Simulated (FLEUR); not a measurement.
System: Ru, space group P6_3/mmc (No. 194).

The given structure:
```yaml
crystal:
  lattice:
    - [2.70580, 0.00000, 0.00000]
    - [-1.35290, 2.34329, 0.00000]
    - [0.00000, 0.00000, 4.28190]
  atoms:
    - { symbol: Ru, position: [0.66667, 0.33333, 0.75000] }
    - { symbol: Ru, position: [0.33333, 0.66667, 0.25000] }
```

Calculation (FLEUR MaX-R8.1 (later development tree)): all-electron LAPW DFT, no spin polarisation; energies at scaled volumes of the given cell, shape and fractions fixed, counted from the fit's minimum, third-order Birch-Murnaghan fit. Level: SCAN.

| setting | value |
| --- | --- |
| k mesh | 11×11×6 |
| occupations | Fermi–Dirac |
| smearing width | 0.05 eV |
| potentials | all electron |
| program settings | basis FLAPW, kmax 4.36 1/bohr |

What does the calculation give for the energy against volume? The volume takes the values 12.76, 13.03, 13.57, 14.12, 14.39 Å³/atom.

A third-order Birch–Murnaghan fit gives V0 = 13.35 Å³/atom, B0 = 354 GPa and B′ = 4.8. The energy is 31.39 meV/atom at volume 12.76 Å³/atom and 77.17 meV/atom at 14.39 Å³/atom; the lowest computed point is at volume 13.57 Å³/atom (4.04 meV/atom).

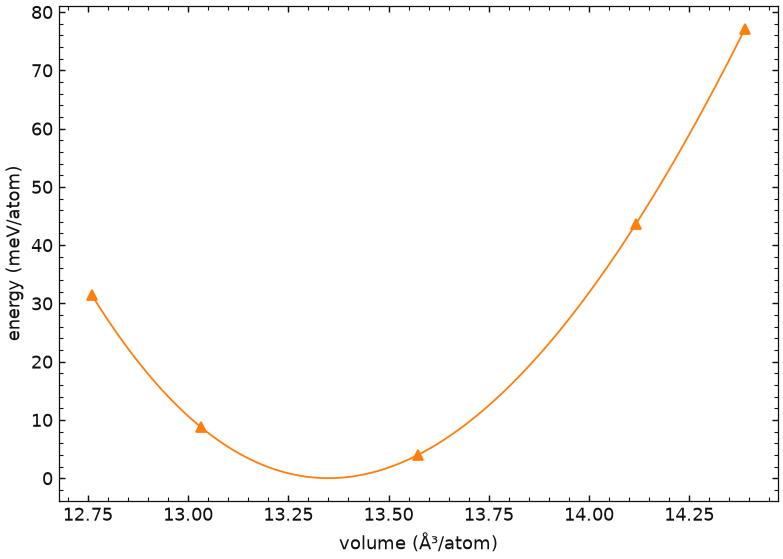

Note: shape and atomic fractions are frozen while scaling, which makes layered, chain and framework solids too stiff.
